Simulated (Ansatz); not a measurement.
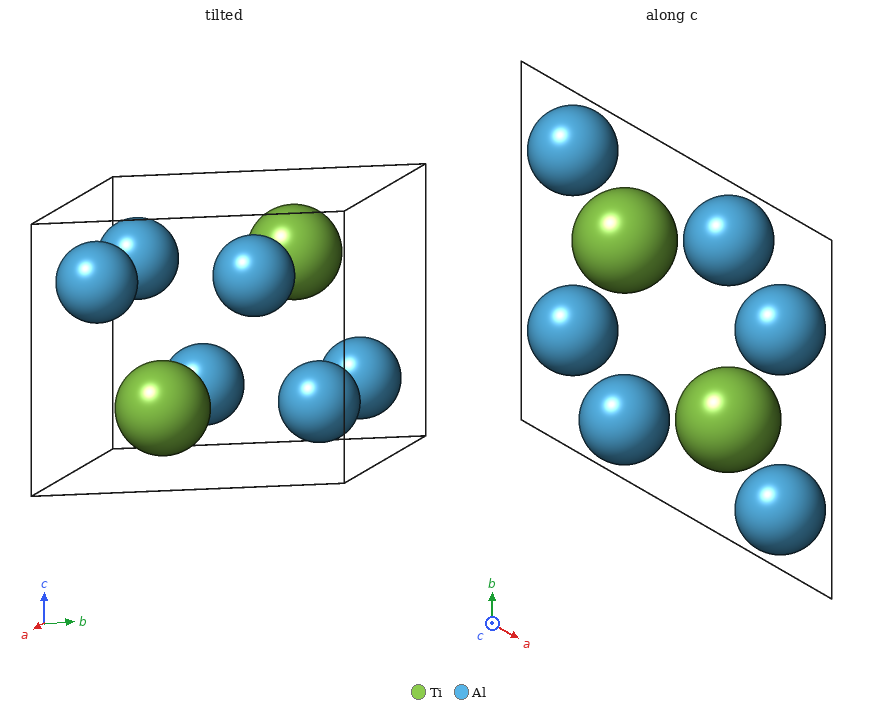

The crystal in a spheres-only representation, seen slightly off an axis and along the c axis. The conventional unit cell is drawn as a box. Cell: a = 5.57 Å, b = 5.57 Å, c = 4.73 Å, α = 90.00°, β = 90.00°, γ = 120.00°.

Starting structure: a structure type filled with these elements by a generator (whether the compound takes this form wasn't checked). Earlier steps of the study may have refined or changed the cell and positions. It went into a calculation with Ansatz.

Notes on the structure:

Answer. It has the composition TiAl3. It belongs to space group P6_3/mmc (No. 194) and has a primitive hexagonal lattice. It has 8 atoms to the cell (2 Ti, 6 Al). Each Ti atom is coordinated by twelve Al in an anticuboctahedral arrangement at about 2.8 to 2.9 Å. Al bonds to eight Al and four Ti in an anticuboctahedral arrangement (about 2.8 to 2.9 Å to Al, 2.8 to 2.9 Å to Ti).

Level of theory and settings: DFT PBE, scalar-relativistic, plane waves, PAW in Ansatz 0.2.0, plane waves to 420 eV, the zone sampled with 12×12×8 points, Gaussian smearing of 0.1 eV, no spin polarisation.

What is the electronic character?

Answer. A metal: bands cross the Fermi level.

Give the Bader charge of each element.

Answer. Ti +0.77 e; Al -0.26 e.

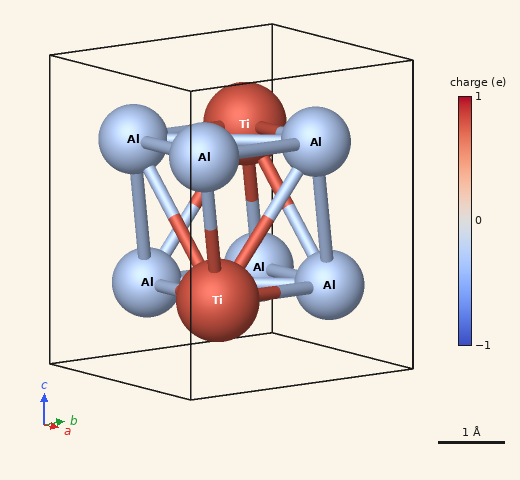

The atoms coloured by those charges. The run's cell of 8 atoms is drawn.

Is this an equilibrium geometry for the method given?

Answer. Yes. All forces vanish to within 0.01 eV/Å. The pressure is 0.0 GPa, close to zero.
